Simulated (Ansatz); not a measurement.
C25H3: geometry relaxation (part 1 of 3)

- system: C25H3 (slab, 28 atoms in the cell)
- method: DFT PBE+D3(BJ), scalar-relativistic, plane waves, PAW, no spin polarisation (Ansatz 0.2.0)

The structure derives from an entry of the Crystallography Open Database. The input holds or restrains some coordinates. Forces given for the steps count only the free coordinates. It belongs to a series of runs on one base structure; here: CH3 put at a hollow C-C site.

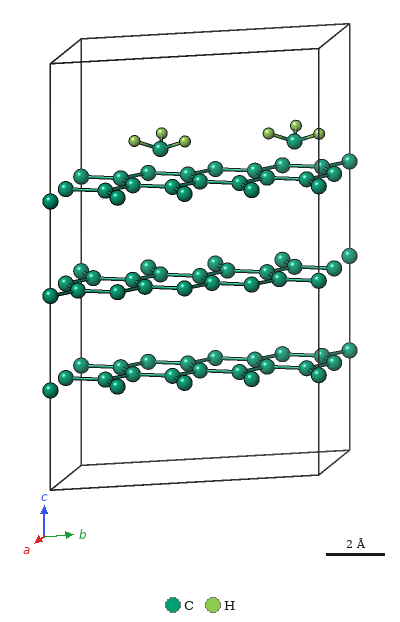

Figure 1. The input geometry (ball-and-stick view of the 1 × 2 repeat of the cell, with the vacuum cut short, seen slightly off an axis). An atom can appear more than once, as a periodic image.

**Summary**

| quantity | value |
| --- | --- |
| outcome | converged under the restraints of the input |
| electrons treated | 103 |
| free energy | −6322.5023 eV |
| work function, top face | 4.82 eV |
| work function, bottom face | 4.27 eV |
| Fermi energy | 0.214 eV |
| gap on the k-point mesh | none (metallic) |
| final volume | 549.60 Å³ |
| work function (upper face) | 4.82 eV |
| largest force (length of the vector) at the end, held atoms and coordinates included | 0.020 eV/Å |
| hardware | 4 threads of Intel Xeon @ 2.90GHz (Ice Lake), 64 GiB of memory available, shared host |
| wall time | 3 min (CPU time 11 min) |
| peak memory | 1.3 GiB |

**Notes**

Warnings of the run: the exchange-correlation potential is rough where the density is thin.

**Input**
```yaml
crystal:
  lattice:
    - [4.9299593294, 0.0, 0.0]
    - [-2.4649796647, 4.2694700189, 0.0]
    - [0.0, 0.0, 26.111234713]
  atoms:
    - { symbol: C, position: [0.0, 0.0, 0.3255303829] }
    - { symbol: C, position: [0.0, 0.5, 0.3255303829] }
    - { symbol: C, position: [0.5, 0.0, 0.3255303829] }
    - { symbol: C, position: [0.5, 0.5, 0.3255303829] }
    - { symbol: C, position: [0.1666666667, 0.3333333333, 0.3255303739] }
    - { symbol: C, position: [0.1666666667, 0.8333333333, 0.3255303739] }
    - { symbol: C, position: [0.6666666667, 0.3333333333, 0.3255303739] }
    - { symbol: C, position: [0.6666666667, 0.8333333333, 0.3255303739] }
    - { symbol: C, position: [0.0, 0.0, 0.4545635864] }
    - { symbol: C, position: [0.0, 0.5, 0.4545635864] }
    - { symbol: C, position: [0.5, 0.0, 0.4545635864] }
    - { symbol: C, position: [0.5, 0.5, 0.4545635864] }
    - { symbol: C, position: [0.3333333333, 0.1666666667, 0.4545635773] }
    - { symbol: C, position: [0.3333333333, 0.6666666667, 0.4545635773] }
    - { symbol: C, position: [0.8333333333, 0.1666666667, 0.4545635773] }
    - { symbol: C, position: [0.8333333333, 0.6666666667, 0.4545635773] }
    - { symbol: C, position: [0.0, 0.0, 0.5835967898] }
    - { symbol: C, position: [0.0, 0.5, 0.5835967898] }
    - { symbol: C, position: [0.5, 0.0, 0.5835967898] }
    - { symbol: C, position: [0.5, 0.5, 0.5835967898] }
    - { symbol: C, position: [0.1666666667, 0.3333333333, 0.5835967808] }
    - { symbol: C, position: [0.1666666667, 0.8333333333, 0.5835967808] }
    - { symbol: C, position: [0.6666666667, 0.3333333333, 0.5835967808] }
    - { symbol: C, position: [0.6666666667, 0.8333333333, 0.5835967808] }
    - { symbol: C, position: [0.3333333333, 0.6666666667, 0.62572425] }
    - { symbol: H, position: [0.374955975, 0.4828654657, 0.6400017041] }
    - { symbol: H, position: [0.5171345343, 0.8920905092, 0.6400017041] }
    - { symbol: H, position: [0.1079094908, 0.625044025, 0.6400017041] }
basis:
  ecutwfc: 420
kpoints:
  mp_grid: { grid: [6, 6, 1] }
hamiltonian:
  xc: pbe
  dispersion: d3bj
scf:
  occupations: { method: gaussian, width: 0.1 }
output:
  forces: true
  eigenvalues: true
  write_density: true
  write_potential: true
  elf: true
  volumetric_format: npy
relax:
  adjacent_minimum: "off"
  f_tol: 0.03
  max_steps: 70
  constraints: [{ sites: [0, 1, 2, 3, 4, 5, 6, 7] }]
efield:
  axis: 3
  dipole_correction: true
  ramp_width: 0.04
```

Command:
```bash
ansatz run input.yaml --threads 4 --pin off --max-ram 10240MiB --backend cpu --events-out ev --progress --plain --runs-dir out
```

**Log**
```
Engine: ansatz 0.2.0, x86_64-unknown-linux-gnu
Pseudopotentials: kind: paw
Pseudopotential: C, paw, valence charge 4, recommended cutoff 420 eV (normal), C.paw.azcp
Pseudopotential: H, paw, valence charge 1, recommended cutoff 420 eV (normal), H.paw.azcp
Functional definition: PBE
  parameter kappa = 0.804
  parameter beta = 0.06672455060314922
  exchange = pbe_x(kappa = kappa, mu = beta*pi^2/3)
  correlation = pbe_c(beta = beta)
Crystal: 28 atoms, lattice volume = 549.597 Å³
Basis set: ecut = 420 eV, 10785 PW (Γ), exchange–correlation on 72×72×360 points (8 copies of the dense FFT grid, shifted against one another)
Bands: 80, of which v1, the nominal top of the filled ones, is band 52 counted from 1 (51 counted from 0)
Symmetry: 3 space group operations
Space group: P3 (ITA 143), of the structure as read, at distance tolerance 8.2e-5 Å
k-points: 8 of 36 (time reversal used)
Non-local potential: C, projectors of the file, l = 0: 2, l = 1: 2, l = 2: 1
Non-local potential: H, projectors of the file, l = 0: 2, l = 1: 1
PAW form: soft (Blöchl's): semilocal exchange-correlation on the pseudo side does not see the compensation charge
PAW one-centre angular grid: C, 110 points (default); XC on 64 Gauss nodes
PAW one-centre angular grid: H, 110 points (default); XC on 64 Gauss nodes
Initial density: superposition of atomic densities (neutral atoms: chi_scale 0, normalization atom), corrected by the library's trained network
Initial wavefunctions: pseudopotential atomic-orbital guess
Functional: x = pbe(κ = 0.804, μ = 0.2195149727645171), c = pbe(β = 0.06672455060314922)
SCF iter   1: F=—  HF=-6310.303907 eV  |F-HF|=—  |Δ(HF+E_count)|=         —  Δρ=1.41e-2  dr2=3.01e0  ethr=1.77e-3  p=-0.114 e·Å  D=-3.76e-2 V/Å  ΔV_dip=0.98 eV  dr2_dipole=8.32e-1  V_vac-E_F(+/−)=4.47/3.48 eV  ⟨swp⟩=12.5  Hψ=4643  notcnv=0  defer=82
efield: sawtooth ramp at fractional position 0.9628 (placed from the atoms, in the widest stretch of the axis that holds none; the zero of the levels goes with the place), width 0.0400; the density the first Hamiltonian is built on has a dipole p = -0.114 e·Å; the dipole correction subtracts the counter field D = -3.76e-2 V/Å, which shifts the + side's vacuum level by +0.98 eV against the − side's; the planar-averaged density in the ramp window peaks in size at 1.7e-5 e/Å³
preconditioner: auto → LDOS  [insulator: Δε(μ)=0.175 eV  Ē_g=15.167 eV  σ=0.100 eV  W_gap=0.78  n_scr=94 (ndim 8)  ℏωp=16.1 eV  f_vac=0.572  D(μ)=2.76/eV (n_scr^D=6)  ε∞_Penn≈2.1  β→1.0]
SCF iter   2: F=—  HF=-6309.999829 eV  |F-HF|=—  |Δ(HF+E_count)|=   3.04e-1  Δρ=8.95e-3  dr2=1.06e0  ethr=1.77e-3  p=0.057 e·Å  D=1.87e-2 V/Å  ΔV_dip=-0.49 eV  dr2_dipole=1.80e-1  V_vac-E_F(+/−)=3.20/3.69 eV  ⟨swp⟩=3.5  Hψ=1268  notcnv=0  defer=146
SCF iter   3: F=—  HF=-6312.686884 eV  |F-HF|=—  |Δ(HF+E_count)|=    2.69e0  Δρ=2.90e-2  dr2=1.15e2  ethr=1.02e-3  p=0.546 e·Å  D=1.80e-1 V/Å  ΔV_dip=-4.70 eV  dr2_dipole=5.18e1  V_vac-E_F(+/−)=2.45/7.15 eV  ⟨swp⟩=4.1  Hψ=1538  notcnv=0  defer=169  recentre
SCF iter   4: F=—  HF=-6309.831122 eV  |F-HF|=—  |Δ(HF+E_count)|=    2.86e0  Δρ=2.83e-3  dr2=4.91e-1  ethr=1.02e-3  p=0.054 e·Å  D=1.77e-2 V/Å  ΔV_dip=-0.46 eV  dr2_dipole=2.01e-1  V_vac-E_F(+/−)=3.43/3.89 eV  ⟨swp⟩=3.0  Hψ=1047  notcnv=0  defer=163
SCF iter   5: F=—  HF=-6309.779893 eV  |F-HF|=—  |Δ(HF+E_count)|=   5.12e-2  Δρ=8.88e-4  dr2=3.93e-2  ethr=4.77e-4  p=0.114 e·Å  D=3.74e-2 V/Å  ΔV_dip=-0.98 eV  dr2_dipole=1.48e-2  V_vac-E_F(+/−)=3.19/4.16 eV  ⟨swp⟩=2.6  Hψ=758  notcnv=0  defer=158
SCF iter   6: F=—  HF=-6309.777481 eV  |F-HF|=—  |Δ(HF+E_count)|=   2.41e-3  Δρ=4.88e-4  dr2=1.33e-2  ethr=3.81e-5  p=0.121 e·Å  D=3.99e-2 V/Å  ΔV_dip=-1.04 eV  dr2_dipole=5.12e-3  V_vac-E_F(+/−)=3.20/4.24 eV  ⟨swp⟩=1.2  Hψ=602  notcnv=0  defer=159
SCF iter   7: F=—  HF=-6309.777606 eV  |F-HF|=—  |Δ(HF+E_count)|=   1.25e-4  Δρ=5.21e-4  dr2=1.55e-2  ethr=1.29e-5  p=0.130 e·Å  D=4.28e-2 V/Å  ΔV_dip=-1.12 eV  dr2_dipole=6.49e-3  V_vac-E_F(+/−)=3.18/4.30 eV  ⟨swp⟩=1.5  Hψ=493  notcnv=0  defer=159
SCF iter   8: F=—  HF=-6309.776996 eV  |F-HF|=—  |Δ(HF+E_count)|=   6.10e-4  Δρ=1.67e-4  dr2=4.04e-4  ethr=1.29e-5  p=0.126 e·Å  D=4.15e-2 V/Å  ΔV_dip=-1.08 eV  dr2_dipole=1.39e-4  V_vac-E_F(+/−)=3.19/4.28 eV  ⟨swp⟩=1.2  Hψ=472  notcnv=0  defer=159
SCF iter   9: F=—  HF=-6309.776945 eV  |F-HF|=—  |Δ(HF+E_count)|=   5.10e-5  Δρ=9.46e-5  dr2=2.12e-4  ethr=3.92e-7  p=0.125 e·Å  D=4.11e-2 V/Å  ΔV_dip=-1.07 eV  dr2_dipole=6.50e-5  V_vac-E_F(+/−)=3.20/4.27 eV  ⟨swp⟩=2.0  Hψ=769  notcnv=0  defer=159
SCF iter  10: F=—  HF=-6309.776944 eV  |F-HF|=—  |Δ(HF+E_count)|=   5.28e-7  Δρ=3.98e-5  dr2=7.24e-5  ethr=2.06e-7  p=0.126 e·Å  D=4.13e-2 V/Å  ΔV_dip=-1.08 eV  dr2_dipole=3.23e-5  V_vac-E_F(+/−)=3.20/4.27 eV  ⟨swp⟩=1.0  Hψ=470  notcnv=0  defer=159
SCF iter  11: F=-6309.776918 eV  HF=-6309.776944 eV  |F-HF|=2.51e-5  |Δ(HF+E_count)|=   7.36e-7  Δρ=2.31e-5  dr2=1.99e-5  ethr=2.18e-8  p=0.125 e·Å  D=4.13e-2 V/Å  ΔV_dip=-1.08 eV  dr2_dipole=8.46e-6  V_vac-E_F(+/−)=3.20/4.27 eV  ⟨swp⟩=36.0  Hψ=7837  notcnv=0
SCF 1 converged in 11 iterations: F = -6309.776918 eV  dr2 = 1.99e-5
  greatest PAW one-centre occupation: 0.680 electrons in one spin orbital (limit 2), on the C atom at site 19 (counted from 0), in its partial waves of l = 0
relax step   1: F+E_penalty+E_count = -6309.77691850 eV  Δ(F+E_penalty+E_count) = +0.000e0 eV  max|allowed force component| = 1.447e1 eV/Å  Δτ_max = 0.0000 Å  (11 SCF iters, dr2 threshold 2.25e-5 eV, accepted)
Initial density: handed on by an earlier stage of this run
Initial wavefunctions: those handed on with the density
iter 1 solved again at ethr=1.27e-3 eV; its pass at ethr=3.10e-3 eV (dr2=1.30e0 eV) is discarded
SCF iter   1: F=—  HF=-6316.325391 eV  |F-HF|=—  |Δ(HF+E_count)|=         —  Δρ=1.83e-2  dr2=1.31e0  ethr=1.27e-3  p=0.125 e·Å  D=4.13e-2 V/Å  ΔV_dip=-1.08 eV  dr2_dipole=3.78e-2  V_vac-E_F(+/−)=3.30/4.37 eV  ⟨swp⟩=1.0  Hψ=2769  notcnv=0  defer=137
efield: sawtooth ramp at fractional position 0.9628 (handed on by an earlier solve), width 0.0400; the density the first Hamiltonian is built on has a dipole p = 0.125 e·Å; the dipole correction subtracts the counter field D = 4.13e-2 V/Å, which shifts the + side's vacuum level by -1.08 eV against the − side's; the planar-averaged density in the ramp window peaks in size at 1.2e-6 e/Å³
preconditioner: auto → LDOS  [insulator: Δε(μ)=0.148 eV  Ē_g=14.754 eV  σ=0.100 eV  W_gap=0.57  n_scr=94 (ndim 8)  ℏωp=16.1 eV  f_vac=0.573  D(μ)=5.03/eV (n_scr^D=10)  ε∞_Penn≈2.2  β→1.0]
SCF iter   2: F=—  HF=-6316.017890 eV  |F-HF|=—  |Δ(HF+E_count)|=   3.08e-1  Δρ=6.69e-3  dr2=3.26e-1  ethr=1.27e-3  p=0.106 e·Å  D=3.49e-2 V/Å  ΔV_dip=-0.91 eV  dr2_dipole=2.69e-5  V_vac-E_F(+/−)=3.33/4.24 eV  ⟨swp⟩=3.0  Hψ=962  notcnv=0  defer=137
SCF iter   3: F=—  HF=-6315.960026 eV  |F-HF|=—  |Δ(HF+E_count)|=   5.79e-2  Δρ=2.30e-3  dr2=2.92e-2  ethr=3.17e-4  p=0.106 e·Å  D=3.49e-2 V/Å  ΔV_dip=-0.91 eV  dr2_dipole=1.02e-6  V_vac-E_F(+/−)=3.38/4.29 eV  ⟨swp⟩=2.1  Hψ=1113  notcnv=0  defer=157
SCF iter   4: F=—  HF=-6315.956857 eV  |F-HF|=—  |Δ(HF+E_count)|=   3.17e-3  Δρ=1.11e-3  dr2=9.55e-3  ethr=2.83e-5  p=0.101 e·Å  D=3.32e-2 V/Å  ΔV_dip=-0.87 eV  dr2_dipole=1.77e-4  V_vac-E_F(+/−)=3.42/4.28 eV  ⟨swp⟩=2.0  Hψ=844  notcnv=0  defer=157
SCF iter   5: F=—  HF=-6315.955913 eV  |F-HF|=—  |Δ(HF+E_count)|=   9.43e-4  Δρ=5.64e-4  dr2=2.10e-3  ethr=9.27e-6  p=0.096 e·Å  D=3.15e-2 V/Å  ΔV_dip=-0.82 eV  dr2_dipole=3.85e-6  V_vac-E_F(+/−)=3.46/4.28 eV  ⟨swp⟩=2.0  Hψ=832  notcnv=0  defer=157
SCF iter   6: F=—  HF=-6315.955646 eV  |F-HF|=—  |Δ(HF+E_count)|=   2.68e-4  Δρ=2.63e-4  dr2=4.79e-4  ethr=2.04e-6  p=0.094 e·Å  D=3.11e-2 V/Å  ΔV_dip=-0.81 eV  dr2_dipole=2.42e-5  V_vac-E_F(+/−)=3.49/4.30 eV  ⟨swp⟩=2.0  Hψ=954  notcnv=0  defer=150
SCF iter   7: F=—  HF=-6315.955613 eV  |F-HF|=—  |Δ(HF+E_count)|=   3.26e-5  Δρ=1.23e-4  dr2=1.23e-4  ethr=4.65e-7  p=0.092 e·Å  D=3.03e-2 V/Å  ΔV_dip=-0.79 eV  dr2_dipole=5.97e-6  V_vac-E_F(+/−)=3.50/4.29 eV  ⟨swp⟩=2.0  Hψ=865  notcnv=0  defer=150
SCF iter   8: F=-6315.955608 eV  HF=-6315.955610 eV  |F-HF|=1.49e-6  |Δ(HF+E_count)|=   3.30e-6  Δρ=3.78e-5  dr2=1.35e-5  ethr=9.71e-8  p=0.091 e·Å  D=3.00e-2 V/Å  ΔV_dip=-0.78 eV  dr2_dipole=4.43e-8  V_vac-E_F(+/−)=3.51/4.29 eV  ⟨swp⟩=27.1  Hψ=7376  notcnv=0
SCF 2 converged in 8 iterations: F = -6315.955608 eV  dr2 = 1.35e-5
  greatest PAW one-centre occupation: 0.677 electrons in one spin orbital (limit 2), on the C atom at site 19 (counted from 0), in its partial waves of l = 0
relax step   2: F+E_penalty+E_count = -6315.95560822 eV  Δ(F+E_penalty+E_count) = -6.179e0 eV  max|allowed force component| = 1.130e1 eV/Å  Δτ_max = 0.1951 Å  (8 SCF iters, dr2 threshold 1.00e-4 eV, accepted)
[... from here on the SCF iterations and repeated set-up lines of each step are left out, up to the last step ...]
SCF 3 converged in 8 iterations: F = -6319.032479 eV  dr2 = 3.96e-5
relax step   3: F+E_penalty+E_count = -6319.03247904 eV  Δ(F+E_penalty+E_count) = -3.077e0 eV  max|allowed force component| = 6.407e0 eV/Å  Δτ_max = 0.1948 Å  (8 SCF iters, dr2 threshold 1.00e-4 eV, accepted)
SCF 4 converged in 7 iterations: F = -6320.437540 eV  dr2 = 1.67e-5
relax step   4: F+E_penalty+E_count = -6320.43753964 eV  Δ(F+E_penalty+E_count) = -1.405e0 eV  max|allowed force component| = 4.030e0 eV/Å  Δτ_max = 0.2000 Å  (7 SCF iters, dr2 threshold 1.00e-4 eV, accepted)
SCF 5 converged in 8 iterations: F = -6321.322467 eV  dr2 = 1.04e-5
relax step   5: F+E_penalty+E_count = -6321.32246730 eV  Δ(F+E_penalty+E_count) = -8.849e-1 eV  max|allowed force component| = 1.758e0 eV/Å  Δτ_max = 0.1949 Å  (8 SCF iters, dr2 threshold 1.00e-4 eV, accepted)
SCF 6 converged in 12 iterations: F = -6321.897850 eV  dr2 = 2.07e-5
relax step   6: F+E_penalty+E_count = -6321.89784953 eV  Δ(F+E_penalty+E_count) = -5.754e-1 eV  max|allowed force component| = 7.725e-1 eV/Å  Δτ_max = 0.1946 Å  (12 SCF iters, dr2 threshold 1.00e-4 eV, accepted)
SCF 7 converged in 16 iterations: F = -6322.213362 eV  dr2 = 1.44e-5
relax step   7: F+E_penalty+E_count = -6322.21336240 eV  Δ(F+E_penalty+E_count) = -3.155e-1 eV  max|allowed force component| = 4.138e-1 eV/Å  Δτ_max = 0.1977 Å  (16 SCF iters, dr2 threshold 1.00e-4 eV, accepted)
SCF 8 converged in 13 iterations: F = -6322.359339 eV  dr2 = 2.67e-5
relax step   8: F+E_penalty+E_count = -6322.35933928 eV  Δ(F+E_penalty+E_count) = -1.460e-1 eV  max|allowed force component| = 3.759e-1 eV/Å  Δτ_max = 0.2000 Å  (13 SCF iters, dr2 threshold 3.31e-5 eV, accepted)
SCF 9 converged in 7 iterations: F = -6322.434224 eV  dr2 = 1.84e-5
relax step   9: F+E_penalty+E_count = -6322.43422402 eV  Δ(F+E_penalty+E_count) = -7.488e-2 eV  max|allowed force component| = 2.531e-1 eV/Å  Δτ_max = 0.2000 Å  (7 SCF iters, dr2 threshold 4.05e-5 eV, accepted)
SCF 10 converged in 7 iterations: F = -6322.472904 eV  dr2 = 2.65e-5
relax step  10: F+E_penalty+E_count = -6322.47290358 eV  Δ(F+E_penalty+E_count) = -3.868e-2 eV  max|allowed force component| = 9.300e-2 eV/Å  Δτ_max = 0.2000 Å  (7 SCF iters, dr2 threshold 2.91e-5 eV, accepted)
SCF 11 converged in 11 iterations: F = -6322.485310 eV  dr2 = 8.09e-7
relax step  11: F+E_penalty+E_count = -6322.48530988 eV  Δ(F+E_penalty+E_count) = -1.241e-2 eV  max|allowed force component| = 1.310e-1 eV/Å  Δτ_max = 0.1901 Å  (11 SCF iters, dr2 threshold 1.17e-6 eV, accepted)
SCF 12 converged in 10 iterations: F = -6322.481036 eV  dr2 = 1.17e-6
relax step  12: F+E_penalty+E_count = -6322.48103552 eV  Δ(F+E_penalty+E_count) = +4.274e-3 eV  max|allowed force component| = 4.120e-1 eV/Å  Δτ_max = 0.1921 Å  (10 SCF iters, dr2 threshold 2.32e-6 eV, rejected (line search))
SCF 13 converged in 11 iterations: F = -6322.495702 eV  dr2 = 5.40e-8
relax step  13: F+E_penalty+E_count = -6322.49570248 eV  Δ(F+E_penalty+E_count) = -1.039e-2 eV  max|allowed force component| = 6.394e-2 eV/Å  Δτ_max = 0.0923 Å  (11 SCF iters, accepted)
SCF 14 converged in 10 iterations: F = -6322.499616 eV  dr2 = 7.57e-8
relax step  14: F+E_penalty+E_count = -6322.49961608 eV  Δ(F+E_penalty+E_count) = -3.914e-3 eV  max|allowed force component| = 1.816e-1 eV/Å  Δτ_max = 0.0977 Å  (10 SCF iters, dr2 threshold 9.74e-7 eV, accepted)
SCF 15 converged in 6 iterations: F = -6322.500958 eV  dr2 = 6.95e-6
relax step  15: F+E_penalty+E_count = -6322.50095778 eV  Δ(F+E_penalty+E_count) = -1.342e-3 eV  max|allowed force component| = 1.168e-1 eV/Å  Δτ_max = 0.0847 Å  (6 SCF iters, dr2 threshold 7.86e-6 eV, accepted)
SCF 16 converged in 9 iterations: F = -6322.501704 eV  dr2 = 1.72e-7
relax step  16: F+E_penalty+E_count = -6322.50170429 eV  Δ(F+E_penalty+E_count) = -7.465e-4 eV  max|allowed force component| = 1.236e-1 eV/Å  Δτ_max = 0.0440 Å  (9 SCF iters, dr2 threshold 5.65e-6 eV, accepted)
SCF 17 converged in 5 iterations: F = -6322.501860 eV  dr2 = 5.35e-6
relax step  17: F+E_penalty+E_count = -6322.50186014 eV  Δ(F+E_penalty+E_count) = -1.559e-4 eV  max|allowed force component| = 1.014e-1 eV/Å  Δτ_max = 0.0130 Å  (5 SCF iters, dr2 threshold 6.32e-6 eV, accepted)
SCF 18 converged in 4 iterations: F = -6322.501967 eV  dr2 = 1.72e-6
relax step  18: F+E_penalty+E_count = -6322.50196700 eV  Δ(F+E_penalty+E_count) = -1.069e-4 eV  max|allowed force component| = 8.727e-2 eV/Å  Δτ_max = 0.0031 Å  (4 SCF iters, dr2 threshold 6.91e-6 eV, accepted)
SCF 19 converged in 8 iterations: F = -6322.502274 eV  dr2 = 1.86e-7
relax step  19: F+E_penalty+E_count = -6322.50227354 eV  Δ(F+E_penalty+E_count) = -3.065e-4 eV  max|allowed force component| = 4.043e-2 eV/Å  Δτ_max = 0.0083 Å  (8 SCF iters, dr2 threshold 5.12e-6 eV, accepted)
```
